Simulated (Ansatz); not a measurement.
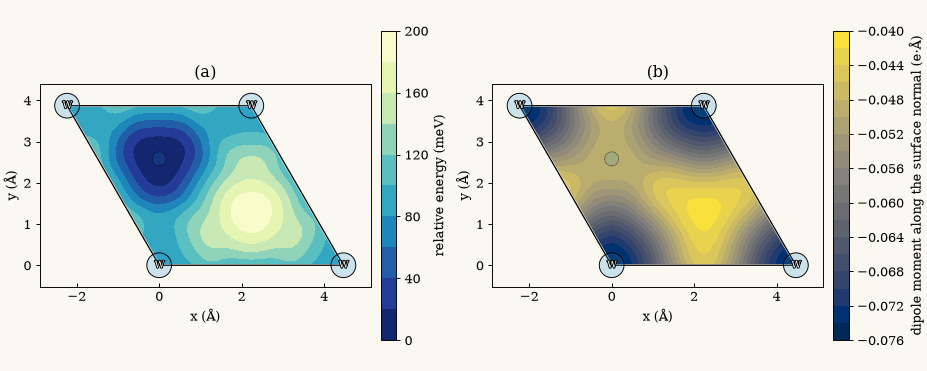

Si on a W(111) slab cut from the Im-3m phase, its upper half relaxed before the scan (6 atoms of substrate and one adsorbate in a 1 × 1 cell). Si is moved over the surface cell at a fixed height above a rigid substrate; the origin of the map has the adsorbate above W6; the height is held at 3.40 Å. Places are given modulo a cell vector. The map is drawn in real space over the plane of the surface. Grid: 9 × 9 points; 19 points were computed and 62 follow by symmetry. Energies: meV, counted from the lowest grid point. The runs have no spin polarisation, so an open-shell adsorbate far from the surface lies too high. With one adsorbate in each 1 × 1 cell, its nearest image is 4.5 Å away, so neighbouring adsorbates interact. At a fixed height the lowest place need not be the adsorption site. Computed with DFT PBE+D3(BJ), scalar-relativistic, plane waves, PAW in Ansatz 0.2.0. Settings: cutoff 420 eV, k-mesh 6×6×1, gaussian smearing 0.1 eV, no spin polarisation.

Panel (a) is the energy; panel (b) is the computed dipole moment along the surface normal, in e·Å.

In the figure: filled contours, labelled circles for the atoms of the top layer and small ones for the second layer, the outline of one cell of the plane. Between grid points the surface is interpolated.

**How does the dipole moment along the surface normal vary over the map, and what is it at the lowest grid point?**

It runs from −0.07 e·Å at the top site over a surface W atom, (0/9, 0/9) of the cell vectors to −0.04 e·Å at a threefold hollow over a third-layer W atom, (6/9, 3/9) of the cell vectors. At the lowest grid point, a threefold hollow over a second-layer W atom, (3/9, 6/9) of the cell vectors, it is −0.05 e·Å.

| second ↓, first → | 0/9 | 1/9 | 2/9 | 3/9 | 4/9 | 5/9 | 6/9 | 7/9 | 8/9 |
| --- | --- | --- | --- | --- | --- | --- | --- | --- | --- |
| 8/9 | −0.07 | −0.07 | −0.06 | −0.05 | −0.05 | −0.05 | −0.06 | −0.07 | −0.07 |
| 7/9 | −0.06 | −0.06 | −0.05 | −0.05 | −0.05 | −0.05 | −0.06 | −0.06 | −0.07 |
| 6/9 | −0.05 | −0.05 | −0.05 | −0.05 | −0.05 | −0.05 | −0.05 | −0.06 | −0.06 |
| 5/9 | −0.05 | −0.05 | −0.05 | −0.05 | −0.05 | −0.05 | −0.05 | −0.05 | −0.05 |
| 4/9 | −0.05 | −0.05 | −0.05 | −0.05 | −0.05 | −0.04 | −0.04 | −0.04 | −0.04 |
| 3/9 | −0.05 | −0.06 | −0.06 | −0.05 | −0.05 | −0.04 | −0.04 | −0.04 | −0.05 |
| 2/9 | −0.06 | −0.07 | −0.06 | −0.06 | −0.05 | −0.04 | −0.04 | −0.05 | −0.06 |
| 1/9 | −0.07 | −0.07 | −0.07 | −0.06 | −0.05 | −0.04 | −0.05 | −0.06 | −0.07 |
| 0/9 | −0.07 | −0.07 | −0.06 | −0.05 | −0.05 | −0.05 | −0.05 | −0.06 | −0.07 |

PAW datasets: the set soft_1.
